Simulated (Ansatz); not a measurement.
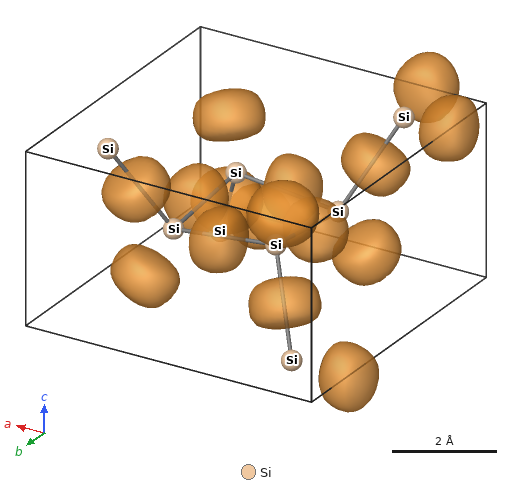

Si. Isosurface of the electron localisation function at 0.8 (orange), seen at an oblique angle. Only the valence region is drawn (cores and ρ < 0.01 e/Å³ removed). Sticks mark near contacts.

Space group I-42m; a structure from a database of computed crystals, not necessarily the ambient phase; changed on purpose from its base cell (mode 4 frozen in at -0.126 Å, equal normal strain along x, y and z -0.0167); computed pressure about 4 GPa in this cell; PAW files of the earlier set (soft_1).

Method: Ansatz 0.2.0, DFT LDA, scalar-relativistic, plane waves, PAW.

Core electrons are frozen (PAW), and the valence fields are smoothed inside the atomic spheres.

### Identify the bonds, lone pairs and shells in this picture.

At this value the surface marks out 16 regions between bonded Si–Si atoms, counted in one cell of 8 atoms. Any copies at cell faces, edges or corners count once. Along the contacts the grid gives the following. Si–Si (2.29 Å): the ELF peaks at about 0.95 between the atoms. Si–Si (2.34 Å): the ELF peaks at about 0.95 between the atoms.
